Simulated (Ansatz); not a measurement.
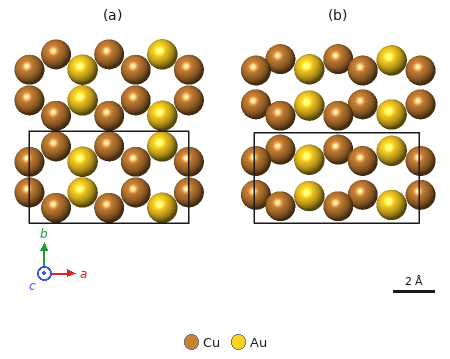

The structure of solid Cu2Au (set up in Cmcm) before (left) and after (right) a relaxation, at one scale.

A spheres-only model of the conventional cell (2 times the calculation's cell), repeated 1 × 2 × 1 with one cell outlined, seen along the c axis. Lengths and directions refer to the drawn axes.

Case: 2 of 6 Cu sites taken by Au, cell and atoms relaxed.

Computed with Ansatz, DFT r2SCAN, scalar-relativistic, plane waves, PAW.

Input
```yaml
crystal:
  lattice:
    - [0.0, 0.0, 4.3725889394]
    - [3.9767355171, 2.2959693213, 0.0]
    - [-3.9767355171, 2.2959693213, 0.0]
  atoms:
    - { symbol: Cu, position: [0.25, 0.3333333333, 0.3333333333] }
    - { symbol: Au, position: [0.25, 0.6666666667, 0.0] }
    - { symbol: Cu, position: [0.25, 0.0, 0.6666666667] }
    - { symbol: Cu, position: [0.75, 0.3333333333, 1.0] }
    - { symbol: Cu, position: [0.75, 0.6666666667, 0.6666666667] }
    - { symbol: Au, position: [0.75, 0.0, 0.3333333333] }
basis:
  ecutwfc: 500
kpoints:
  mp_grid: { grid: [8, 12, 12] }
hamiltonian:
  xc: r2scan
scf:
  occupations: { method: gaussian, width: 0.1 }
output:
  forces: true
  stress: true
  eigenvalues: true
relax:
  adjacent_minimum: "off"
  f_tol: 0.015
  max_steps: 60
  cell: { stress_tol: 0.15 }
```

Command:
```bash
ansatz run input.yaml --threads 1 --pin off --max-ram 2560MiB --backend cpu --events-out ev --progress --plain --runs-dir out
```

Summarise the run.

Answer. The run was cut off at its time limit before the program reported convergence, but its last step already meets the force threshold: the largest component is 0.0012 eV/Å against 0.015 eV/Å. The pressure is within 0.04 GPa of its target. After 6 geometry steps the energy has fallen by 0.153 eV per cell of the calculation. Largest force component: 1.1 eV/Å at the start, 0.0012 eV/Å at the end. Pressure: 4.54 GPa at the start and 0.04 GPa at the end. The largest moves relative to the cell, 0.15 Å, are those of Au2 and Au6. Au6 goes along +b. By element the largest moves are Au 0.15 Å, Cu 0.12 Å. The volume changes by +2.0 %, with a 7.953 → 8.213 Å (+3.3 %), b 4.592 → 4.513 Å (−1.7 %), c 4.373 → 4.393 Å (+0.5 %). Some distances before and after: Cu1–Cu3 2.651 → 2.883 Å, Au2–Au6 2.669 → 2.848 Å, Cu1–Cu5 2.669 → 2.770 Å, Cu1–Cu4 2.669 → 2.578 Å. The space group stays Cmcm (No. 63).
